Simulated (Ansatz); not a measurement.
# Tl2Te (model cell, started as antifluorite): a soft mode frozen in

Aim: this structure of Tl2Te (model cell, started as antifluorite) is to be tested for unstable modes, and one is followed downhill.

Main program and level: Ansatz 0.2.0; DFT PBEsol, scalar-relativistic, plane waves, PAW.

The structure was built from a prototype and need not be the compound's stable phase.

### Step 1. The starting structure

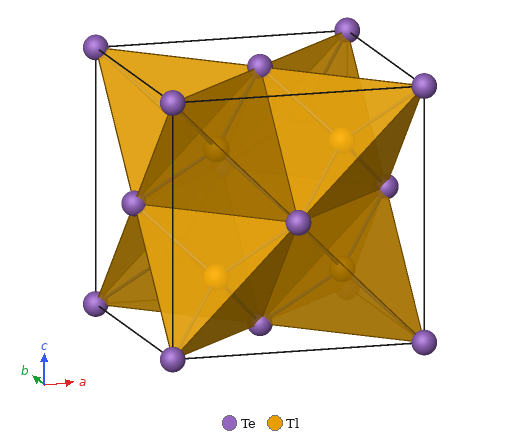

Start, viewed slightly off an axis; tellurium purple, thallium orange. This picture shows the conventional cell, with its axes. Some periodic images of atoms are drawn too.

### Step 2. Phonons on a q mesh

The cell comes from relaxations at this level that are not shown. Stability and thermal properties need the whole zone. Linear response on a 2×2×2 q mesh gives force constants as far as a supercell of that size would.

The input, input.yaml:

```yaml
crystal:
  lattice:
    - [0.0, 3.8354657154, 3.8354657154]
    - [3.8354657154, 0.0, 3.8354657154]
    - [3.8354657154, 3.8354657154, 0.0]
  atoms:
    - { symbol: Te, position: [0.0, 0.0, 0.0] }
    - { symbol: Tl, position: [0.25, 0.25, 0.25] }
    - { symbol: Tl, position: [0.75, 0.75, 0.75] }
kpoints:
  mp_grid: { grid: [8, 8, 8] }
hamiltonian:
  xc: pbesol
scf:
  occupations: { method: gaussian, width: 0.01 }
output:
  eigenvalues: true
phonons:
  method: dfpt
  qmesh: [2, 2, 2]
  temperatures: { t_max: 1000, t_step: 50 }
  qpath:
    path:
      - [[0.0, 0.0, 0.0], [0.5, 0.0, 0.5], [0.625, 0.25, 0.625]]
      - [[0.375, 0.375, 0.75], [0.0, 0.0, 0.0], [0.5, 0.5, 0.5], [0.5, 0.25, 0.75], [0.5, 0.0, 0.5]]
    npoints: 10
```

Command:

```bash
> ansatz run input.yaml --threads 4 --pin off --max-ram 7168MiB --backend cpu --events-out ev --progress --plain --runs-dir out
```

Numbers of over 12 decimals in the logs are rounded to 6 here.

Output:

```text
Warning: phonons: the dynamical matrix that this run interpolates holds no multipole term above the dipole-dipole one, and a site of this crystal is no centre of inversion, so its interpolated transverse optical and acoustic branches and sound speeds can stay off near Gamma, and the density of states and the thermodynamics with them. What a run solves at a wave vector of phonons.qpoints, Gamma apart, where the deck admits one, is free of this, and under fd what a larger phonons.supercell samples
Engine: ansatz 0.2.0, aarch64-unknown-linux-gnu
Pseudopotentials: kind: paw
Pseudopotential: Te, paw, valence charge 16, recommended cutoff 420 eV (normal), Te.paw.azcp
Pseudopotential: Tl, paw, valence charge 13, recommended cutoff 420 eV (normal), Tl.paw.azcp
Functional definition: PBEsol
  exchange = pbesol_x
  correlation = pbesol_c
Crystal: 3 atoms, lattice volume = 112.846 Å³
Basis set: ecut = 420 eV, 2229 PW (Γ), exchange–correlation on 80×80×80 points (8 copies of the dense FFT grid, shifted against one another)
Bands: 26, of which v1, the nominal top of the filled ones, is band 21 counted from 1 (20 counted from 0)
Symmetry: 48 space group operations
k-points: 29 of 512
Non-local potential: Te, projectors of the file, l = 0: 2, l = 1: 2, l = 2: 2, l = 3: 2
Non-local potential: Tl, projectors of the file, l = 0: 2, l = 1: 2, l = 2: 2, l = 3: 1
PAW form: soft (Blöchl's): semilocal exchange-correlation on the pseudo side does not see the compensation charge
PAW frozen core: Te, regenerated for the run's functional, and the local potential with it (the file was generated under x = pbe(κ = 0.804, μ = 0.219515), c = pbe(β = 0.066725))
PAW frozen core: Tl, regenerated for the run's functional, and the local potential with it (the file was generated under x = pbe(κ = 0.804, μ = 0.219515), c = pbe(β = 0.066725))
PAW one-centre angular grid: Te, 590 points (default); XC on 64 Gauss nodes
PAW one-centre angular grid: Tl, 590 points (default); XC on 64 Gauss nodes
Initial density: superposition of atomic densities (neutral atoms: chi_scale 0, normalization atom), corrected by the library's trained network
Initial wavefunctions: pseudopotential atomic-orbital guess
Functional: x = pbesol(κ = 0.804, μ = 0.123457), c = pbesol(β = 0.046)
SCF iter   1: F=—  HF=-29493.346058 eV  |F-HF|=—  |Δ(HF+E_count)|=         —  Δρ=2.35e-3  dr2=9.54e-3  ethr=1.77e-3  ⟨swp⟩=7.1  Hψ=3466  notcnv=0
preconditioner: auto → none  [insulator: Δε(μ)=0.149 eV  Ē_g=11.658 eV  σ=0.010 eV  W_gap=1.00  n_scr=14 (ndim 8)  ℏωp=19.8 eV  f_vac=0.105  D(μ)=0.00/eV (n_scr^D=0)  ε∞_Penn≈3.9]
SCF iter   2: F=—  HF=-29493.339659 eV  |F-HF|=—  |Δ(HF+E_count)|=   6.40e-3  Δρ=7.18e-4  dr2=7.23e-4  ethr=2.27e-5  ⟨swp⟩=3.0  Hψ=1678  notcnv=0  defer=29
SCF iter   3: F=—  HF=-29493.339530 eV  |F-HF|=—  |Δ(HF+E_count)|=   1.29e-4  Δρ=3.18e-4  dr2=7.06e-5  ethr=1.72e-6  ⟨swp⟩=2.0  Hψ=1007  notcnv=0  defer=29
SCF iter   4: F=—  HF=-29493.339542 eV  |F-HF|=—  |Δ(HF+E_count)|=   1.28e-5  Δρ=1.40e-4  dr2=9.17e-6  ethr=1.68e-7  ⟨swp⟩=2.3  Hψ=1020  notcnv=0  defer=29
SCF iter   5: F=—  HF=-29493.339553 eV  |F-HF|=—  |Δ(HF+E_count)|=   1.11e-5  Δρ=2.12e-5  dr2=2.42e-7  ethr=2.18e-8  ⟨swp⟩=2.3  Hψ=1068  notcnv=0  defer=29
SCF iter   6: F=—  HF=-29493.339553 eV  |F-HF|=—  |Δ(HF+E_count)|=   2.32e-7  Δρ=1.45e-6  dr2=1.31e-9  ethr=5.76e-10  ⟨swp⟩=2.0  Hψ=1046  notcnv=0  defer=29
SCF iter   7: F=—  HF=-29493.339553 eV  |F-HF|=—  |Δ(HF+E_count)|=   4.74e-9  Δρ=2.07e-7  dr2=4.18e-11  ethr=3.12e-12  ⟨swp⟩=2.1  Hψ=1247  notcnv=0  defer=29
SCF iter   8: F=-29493.339553 eV  HF=-29493.339553 eV  |F-HF|=7.28e-12  |Δ(HF+E_count)|=  1.09e-10  Δρ=2.10e-8  dr2=9.20e-13  ethr=1.00e-12  ⟨swp⟩=10.3  Hψ=4212  notcnv=0
SCF 1 converged in 8 iterations: F = -29493.339553 eV  dr2 = 9.20e-13
  greatest PAW one-centre occupation: 0.998 electrons in one spin orbital (limit 2), on the Te atom at site 0 (counted from 0), in its partial waves of l = 2
Initial density: read from a saved state, or passed on in memory by an earlier SCF of this step, an earlier step, the calling program or the single point that the run made first
iter 1 solved again at ethr=1.14e-7 eV; its pass at ethr=3.10e-3 eV (dr2=4.77e-5 eV) is discarded
SCF iter   1: F=—  HF=-29493.339552 eV  |F-HF|=—  |Δ(HF+E_count)|=         —  Δρ=7.78e-7  dr2=4.70e-10  ethr=1.14e-7  ⟨swp⟩=4.0  Hψ=5751  notcnv=0
eigensolver tolerance schedule: the retry pair's looser diagonalisation over-reported the residual by 101422.92 of it (diagonalisation noise at an unbounded share of the residual, at the tolerance the schedule requests for it); recorded, not acted on — ethr = c·dr2/N_el stays at c = 1.0e-1
preconditioner: auto → none  [insulator: Δε(μ)=0.111 eV  Ē_g=11.689 eV  σ=0.010 eV  W_gap=1.00  n_scr=14 (ndim 8)  ℏωp=19.8 eV  f_vac=0.105  D(μ)=0.00/eV (n_scr^D=0)  ε∞_Penn≈3.9]
[...]
SCF 2 converged in 5 iterations: F = -29493.339553 eV  dr2 = 7.28e-12
k-points: 59 of 512 (irreducible under 8 space group operations, time reversal used)
[...]
eigensolver tolerance schedule: the retry pair's looser diagonalisation over-reported the residual by 2293787.99 of it (diagonalisation noise at an unbounded share of the residual, at the tolerance the schedule requests for it); recorded, not acted on — ethr = c·dr2/N_el stays at c = 1.0e-1
preconditioner: auto → none  [insulator: Δε(μ)=0.111 eV  Ē_g=11.691 eV  n_scr=14 (ndim 8)  ℏωp=19.8 eV  f_vac=0.105  ε∞_Penn≈3.9]
[...]
SCF iter   3: F=-29493.339553 eV  HF=-29493.339553 eV  |F-HF|=3.64e-12  |Δ(HF+E_count)|=  1.82e-11  Δρ=1.22e-7  dr2=7.19e-12  ethr=1.00e-12  ⟨swp⟩=1.0  Hψ=3245  notcnv=0
SCF 3 converged in 3 iterations: F = -29493.339553 eV  dr2 = 7.19e-12
NSCF: frozen V_eff on 59 k-points
NSCF: frozen V_eff on 59 k-points
[...]
DFPT response loops at Γ: preconditioner auto → Resta (q_TF=auto, 2.314 Å⁻¹)  ε∞=23.2 (no band partly filled); β = 1.00, the filter's whole step (`scf.mixing.beta` (0.50) is not read by the response loops at its default; to damp them type it under 1.00, their step now; it binds the ground state too); Broyden in place of MSR1
k-points: 163 of 1728 (irreducible under 8 space group operations, time reversal used)
iter 1 solved again at ethr=9.05e-7 eV; its pass at ethr=3.10e-3 eV (dr2=3.80e-4 eV) is discarded
SCF iter   1: F=—  HF=-29493.341728 eV  |F-HF|=—  |Δ(HF+E_count)|=         —  Δρ=2.70e-4  dr2=2.69e-4  ethr=9.05e-7  ⟨swp⟩=3.0  Hψ=26580  notcnv=0  defer=480
preconditioner: auto → none  [insulator: Δε(μ)=0.215 eV  Ē_g=11.687 eV  n_scr=14 (ndim 8)  ℏωp=19.8 eV  f_vac=0.105  ε∞_Penn≈3.9]
SCF iter   2: F=—  HF=-29493.341687 eV  |F-HF|=—  |Δ(HF+E_count)|=   4.18e-5  Δρ=1.21e-4  dr2=4.08e-5  ethr=6.41e-7  ⟨swp⟩=2.0  Hψ=5046  notcnv=0  defer=464
SCF iter   3: F=—  HF=-29493.341677 eV  |F-HF|=—  |Δ(HF+E_count)|=   1.01e-5  Δρ=5.46e-5  dr2=5.41e-6  ethr=9.71e-8  ⟨swp⟩=2.0  Hψ=5033  notcnv=0  defer=270
SCF iter   4: F=—  HF=-29493.341679 eV  |F-HF|=—  |Δ(HF+E_count)|=   2.33e-6  Δρ=1.21e-5  dr2=3.71e-7  ethr=1.29e-8  ⟨swp⟩=2.1  Hψ=5082  notcnv=0  defer=187
SCF iter   5: F=—  HF=-29493.341679 eV  |F-HF|=—  |Δ(HF+E_count)|=   2.05e-7  Δρ=3.35e-6  dr2=1.40e-8  ethr=8.82e-10  ⟨swp⟩=2.0  Hψ=6681  notcnv=0  defer=164
SCF iter   6: F=—  HF=-29493.341679 eV  |F-HF|=—  |Δ(HF+E_count)|=   2.98e-8  Δρ=7.52e-7  dr2=6.05e-10  ethr=3.33e-11  ⟨swp⟩=2.1  Hψ=7512  notcnv=0  defer=164
SCF iter   7: F=—  HF=-29493.341679 eV  |F-HF|=—  |Δ(HF+E_count)|=  2.40e-10  Δρ=3.28e-7  dr2=1.01e-10  ethr=1.00e-12  ⟨swp⟩=9.4  Hψ=19641  notcnv=0
SCF iter   8: F=-29493.341679 eV  HF=-29493.341679 eV  |F-HF|=2.18e-11  |Δ(HF+E_count)|=  7.28e-12  Δρ=9.39e-8  dr2=8.26e-12  ethr=1.00e-12  ⟨swp⟩=2.2  Hψ=8357  notcnv=0
SCF 4 converged in 8 iterations: F = -29493.341679 eV  dr2 = 8.26e-12
NSCF: frozen V_eff on 163 k-points
NSCF: frozen V_eff on 29 k-points
WARN: eigensolver did not converge in 2 slots of this pass, the one above among them; of largest residual over every band (k=7): 1 band(s) unlocked (lowest unlocked band 25, counted from 0; max residual 2.25e-4 eV among the unlocked bands, 2.25e-4 eV over every band); of lowest unlocked band (k=3): band 25
NSCF: frozen V_eff on 59 k-points
DFPT response loops at q = (0, 0, 0) (fractional): mixed as the last ones told, above
NSCF: frozen V_eff on 300 k-points
DFPT response loops at q = (0, 0, -0.5) (fractional): mixed as the last ones told, above
NSCF: frozen V_eff on 190 k-points
DFPT response loops at q = (0, -0.5, -0.5) (fractional): mixed as the last ones told, above
SCF converged after 8 iterations
Free energy (F): -29493.339553 eV
Harris-Foulkes:  -29493.339553 eV  (|F-HF|=7.28e-12)
Internal energy: -29493.339553 eV  (E = F + TS)
E sigma→0 (E₀):  -29493.339553 eV
Fermi energy:    7.235851 eV
--- Per-component energies (eV) ---
  E_band       = -350.472471
  E_kinetic    = 845.333436
  E_local      = -3672.802443  (includes V_loc(G=0)·N_el)
  E_nonlocal   = 331.065307
  E_hartree    = 1728.619026
  E_xc         = -581.386633
  E_vxc        = -388.682295  (∫ρ·V_xc dr)
  E_paw        = -24616.526004  (= ΣΔE_a)
  E_vpaw       = -922.624465  (= ΣTr[D̂ρ^β])
  E_aug_tail   = -0.000130  (compensation charges beyond the density's cutoff)
  E_ewald      = -3528.093457
  E_core_change = 0.451345  (= ΣΔE_core)
  E_smearing   = -0.000000  (= −TS)
  E_closure    = -0.000000  (closes the sum)
  Σ components = -29493.339553   (vs F -29493.339553, Δ=0.00e0)
--- Band table (eV; the first three rows and the last of 29) ---
  k-point 0: bands = [... 17 lower, 3.1956, 5.2599, 5.2599, 5.2599, 7.6469, 7.6469, 7.6469, 11.5570, ... 1 higher]
  k-point 1: bands = [... 17 lower, 2.9442, 5.1510, 5.1510, 5.3050, 7.8397, 7.8397, 8.3074, 11.1321, ... 1 higher]
  k-point 2: bands = [... 17 lower, 2.3664, 4.9395, 4.9395, 5.7847, 8.2018, 8.2018, 9.3264, 10.9418, ... 1 higher]
  k-point 28: bands = [... 17 lower, 0.7500, 3.6741, 6.0385, 6.0385, 7.9484, 8.8860, 11.1676, 11.1676, ... 1 higher]
--- Phonons (Γ-DFPT): 2 representative perturbations + reference (Σ response iterations 6) ---
  ASR residual: 3.533e-5 → 0.000e0 eV/Å²; symmetrization residual: 1.717e-5 eV/Å²
  ASR residual per site (eV/Å²): 3.53e-5 2.95e-5 2.95e-5
  Γ frequencies (cm⁻¹): 0.00 0.00 0.00 56.55 56.55 56.55 76.39 76.39 76.39
--- Phonons (arbitrary-q DFPT): 3 irreducible q on the 2×2×2 mesh ---
  q = [0.0000, 0.0000, 0.0000] (star 1, of the zone-centre solve; hermiticity 1.65e-5, symmetrization 2.70e-11): -0.00 -0.00 0.00 56.55 56.55 56.55 76.39 76.39 76.39
  q = [0.0000, 0.0000, -0.5000] (star 4, 2 solved perturbations on 150 of 512 k-point pairs; hermiticity 8.21e-6, symmetrization 1.15e-11): 17.42 17.42 45.72 49.53 49.53 58.00 70.56 83.31 83.31
  q = [0.0000, -0.5000, -0.5000] (star 3, 4 solved perturbations in 308 linear systems a pass and spin channel, the states on 95 of 512 k-point pairs; hermiticity 1.30e-6, symmetrization 1.65e-12): -25.49 -25.49 41.25 41.85 41.85 62.52 75.37 75.37 82.15
  sum rule: each row above includes the acoustic sum rule's correction from the zone centre's row sums; it moved no ω² by more than (0.27 cm⁻¹)²
  mesh force constants: q→R imaginary residual 4.40e-17; ASR residual 3.533e-5 → 0.000e0 eV/Å²; symmetrization residual 1.554e-15 eV/Å²
  interpolated dispersion: 62 rows × 9 modes
  density of states and harmonic sums: on the 14×14×14 q-mesh, interpolated from the force constants of a 2×2×2 supercell (no non-analytic term)
  largest difference from the sums on the solved wave vectors: F 2.25e-1 eV, S 2.79e-4 and C_V 5.48e-5 eV/K
  zero-point energy: 0.027862 eV/cell   skipped modes (ω ≤ 0): 60, of them read as no rigid motion or as one in doubt: 57 (5.051e-1 modes/cell left out, lowest -25.49 cm⁻¹)   left out of the sums: 5.62e-2 of the cell's modes: C_V's classical limit lies that fraction below 3 k_B per atom; for a crystal, a wire or a layer, F and S can be off by more, and a phonons.interpolated_qmesh denser along its periods is the remedy for the sampling
```

Elapsed: 1.7 min, on 4 threads of Arm Neoverse V2, shared host; peak memory 1.4 GiB.

This step gave:

| Item | Value |
| --- | --- |
| gap on the k-mesh | 0.1112 eV |
| volume per atom | 37.62 Å³ |
| sum-rule residual before enforcement | 3.53e-5 eV/Å² |
| lowest frequency on the path | -25.49 cm⁻¹ |
| point group | m-3m |
| highest frequency on the path or at a solved wavevector | 83.6 cm⁻¹ |
| highest optical mode at the zone centre (no LO-TO term) | 76.39 cm⁻¹ |
| lowest optical zone-centre mode | 56.55 cm⁻¹ |
| lowest mode on the q mesh (acoustic modes at Γ apart) | -25.49 cm⁻¹ |

Frequencies (cm⁻¹) solved at each irreducible wavevector; negative means imaginary. Frequencies by wavevector, by row:

```csv
q in reciprocal lattice units,star,mode 1,mode 2,mode 3,mode 4,mode 5,mode 6,mode 7,mode 8,mode 9
0 0 0,1,0,0,0,56.5,56.5,56.5,76.4,76.4,76.4
0 0 -0.5,4,17.4,17.4,45.7,49.5,49.5,58,70.6,83.3,83.3
0 -0.5 -0.5,3,-25.5,-25.5,41.2,41.9,41.9,62.5,75.4,75.4,82.2
```

Interpolated from a 2×2×2 q mesh, without the LO-TO term. Phonon branches along the path, in cm⁻¹:

```csv
point,branch 1,branch 2,branch 3,branch 4,branch 5,branch 6,branch 7,branch 8,branch 9
Γ,0,0,0,57,57,57,76,76,76
X,-26,-26,41,42,42,62,75,75,82
U,-13,22,40,41,44,61,75,78,80
jump to K,-13,22,40,41,44,61,75,78,80
Γ,0,0,0,57,57,57,76,76,76
L,17,17,46,50,50,58,71,83,83
W,-16,35,35,40,44,61,77,77,77
X,-26,-26,41,42,42,62,75,75,82
```

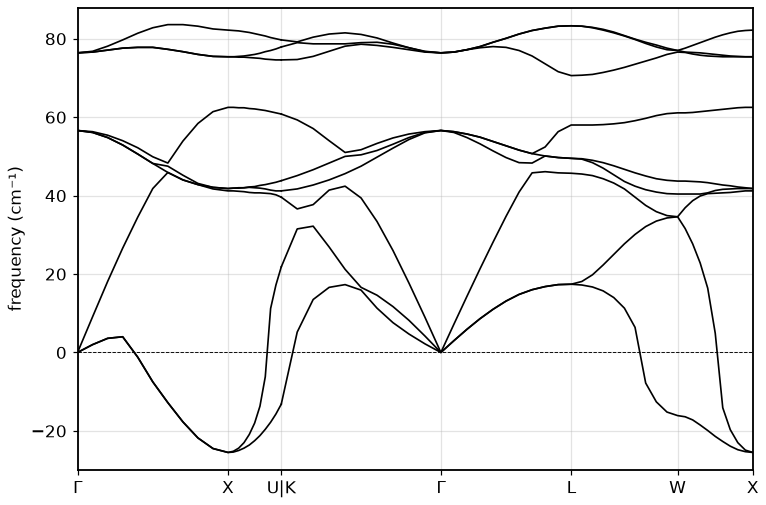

Phonon branches along the path.

Symmetry leaves 3 wavevectors to solve. The lowest mode among them, the acoustic zeros apart, lies at q = (0, -0.5, -0.5) and is imaginary, 25.5i cm⁻¹, so the energy falls along it.

### Step 3. The mode frozen in, largest atomic shift 0 Å

The mode followed lies at q = (0, -0.5, -0.5) with frequency 25.5i cm⁻¹ and is 2-fold degenerate, the softest among the wavevectors solved. At small amplitude the distorted cell has space group no. 11 by a symmetry search on the positions. The undistorted cell that holds it gives the zero of energy on the same k mesh.

System of this step: Tl2Te (model cell, started as antifluorite). The structure is cubic, space group Fm-3m (No. 225). The conventional cell has a = 7.671 Å, b = 7.671 Å, c = 7.671 Å, α = 90.00°, β = 90.00°, γ = 90.00°. Nearest to Te lie 8 Tl at 3.32 Å. Nearest to Tl lie 4 Te at 3.32 Å. Farther neighbours and most contacts between anions are not listed.

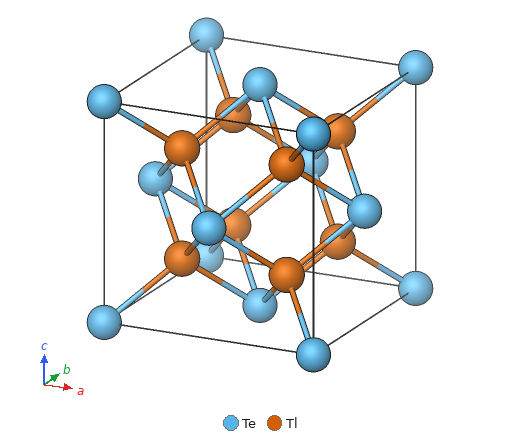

The cell of this step (tellurium blue, thallium orange). Some periodic images of atoms are drawn too.

The input, input.yaml:

```yaml
crystal:
  lattice:
    - [0.0, -3.8354657154, -3.8354657154]
    - [0.0, 3.8354657154, -3.8354657154]
    - [7.6709314308, 0.0, 0.0]
  atoms:
    - { symbol: Te, position: [0.5, 0.5, 0.5] }
    - { symbol: Te, position: [0.0, 0.0, 0.0] }
    - { symbol: Tl, position: [0.0, 0.5, 0.75] }
    - { symbol: Tl, position: [0.5, 0.0, 0.25] }
    - { symbol: Tl, position: [0.0, 0.5, 0.25] }
    - { symbol: Tl, position: [0.5, 0.0, 0.75] }
kpoints:
  mp_grid: { grid: [6, 6, 4] }
hamiltonian:
  xc: pbesol
scf:
  occupations: { method: gaussian, width: 0.01 }
output:
  forces: true
  stress: true
  eigenvalues: true
```

Output:

```text
[...]
Crystal: 6 atoms, lattice volume = 225.691 Å³
Basis set: ecut = 420 eV, 4429 PW (Γ), exchange–correlation on 80×80×108 points (8 copies of the dense FFT grid, shifted against one another)
Bands: 51, of which v1, the nominal top of the filled ones, is band 42 counted from 1 (41 counted from 0)
Symmetry: 32 space group operations
[...]
k-points: 30 of 144
[...]
k-point 0: bands = [... 38 lower, 5.2662, 5.2671, 5.2671, 6.7367, 7.6483, 7.6483, 7.6487, 7.8194, ... 4 higher]
  k-point 1: bands = [... 38 lower, 4.9660, 4.9660, 5.5409, 6.6513, 7.9329, 8.0509, 8.0509, 8.3240, ... 4 higher]
  k-point 2: bands = [... 38 lower, 4.4325, 4.4325, 6.1493, 6.1493, 8.7285, 8.7285, 8.9305, 8.9305, ... 4 higher]
  k-point 29: bands = [... 38 lower, 6.0438, 6.0438, 6.0438, 6.0438, 7.9502, 7.9502, 8.8912, 8.8912, ... 4 higher]
[key lines of the parts left out:]
SCF converged after 7 iterations
Free energy (F): -58986.670093 eV
Fermi energy:    7.240417 eV
P = ⅓ Tr σ = 0.0608 GPa (0.608 kbar)
```

It took 4.3 s on 4 threads; peak memory 0.71 GiB.

Numbers from this step:

- pressure: 0.06075 GPa
- gap on the k-mesh: 0.1148 eV
- energy from the undistorted cell: 0 meV/atom

The run ends at a pressure of 0.06 GPa.

### Step 4. The mode frozen in, largest atomic shift 0.32 Å

The atoms are moved along the unstable eigenvector, the largest shift by 0.32 Å, with the cell fixed.

input.yaml, the sections that differ from step 3:

```yaml
crystal:
  lattice:
    - [0.0, -3.8354657154, -3.8354657154]
    - [0.0, 3.8354657154, -3.8354657154]
    - [7.6709314308, 0.0, 0.0]
  atoms:
    - { symbol: Te, position: [0.4528429279, 0.4645507779, 0.5] }
    - { symbol: Te, position: [0.0471570721, 0.0354492221, 0.0] }
    - { symbol: Tl, position: [-0.0212736286, 0.515991951, 0.75] }
    - { symbol: Tl, position: [0.5212736286, -0.015991951, 0.25] }
    - { symbol: Tl, position: [-0.0212736286, 0.515991951, 0.25] }
    - { symbol: Tl, position: [0.5212736286, -0.015991951, 0.75] }
# kpoints, hamiltonian, scf, output: as in step 3
```

Output:

```text
[...]
Crystal: 6 atoms, lattice volume = 225.691 Å³
Basis set: ecut = 420 eV, 4429 PW (Γ), exchange–correlation on 80×80×108 points (8 copies of the dense FFT grid, shifted against one another)
Bands: 51, of which v1, the nominal top of the filled ones, is band 42 counted from 1 (41 counted from 0)
Symmetry: 4 space group operations
[...]
k-points: 60 of 144
[...]
k-point 0: bands = [... 38 lower, 5.3426, 5.3504, 5.4359, 6.7060, 6.7889, 7.5977, 7.7099, 8.7734, ... 4 higher]
  k-point 1: bands = [... 38 lower, 5.0055, 5.1303, 5.6141, 6.4132, 7.5884, 8.0991, 8.2338, 8.7201, ... 4 higher]
  k-point 2: bands = [... 38 lower, 4.5856, 4.5856, 6.1134, 6.1134, 8.7299, 8.7299, 8.8838, 8.8838, ... 4 higher]
  k-point 59: bands = [... 38 lower, 5.9190, 5.9190, 6.0646, 6.0646, 7.9326, 7.9326, 9.0318, 9.0318, ... 4 higher]
[key lines of the parts left out:]
SCF converged after 6 iterations
Free energy (F): -58986.681909 eV
Fermi energy:    7.136780 eV
P = ⅓ Tr σ = 0.0421 GPa (0.421 kbar)
```

Elapsed: 7.5 s, on 4 threads; peak memory 0.87 GiB.

This step gave:

| Property | Result |
| --- | --- |
| pressure | 0.04210 GPa |
| gap on the k-mesh | 0 eV |
| energy from the undistorted cell | -1.96 meV/atom |

The energy, extrapolated to zero smearing, is -1.96 meV/atom against the undistorted cell.

The run ends at a pressure of 0.04 GPa, with forces up to 0.029 eV/Å.

(Part 1 of 3 ends here.)

[Logs are printed without paths, hosts, clocks, repeated set-up lines and the standing remarks that a program may print on its own settings, such as how far it seeks lower states.]

[Hosts, paths, dates, database ids (printed as entryN), source tags and the programs' standing remarks are cut or masked in the printed files.]
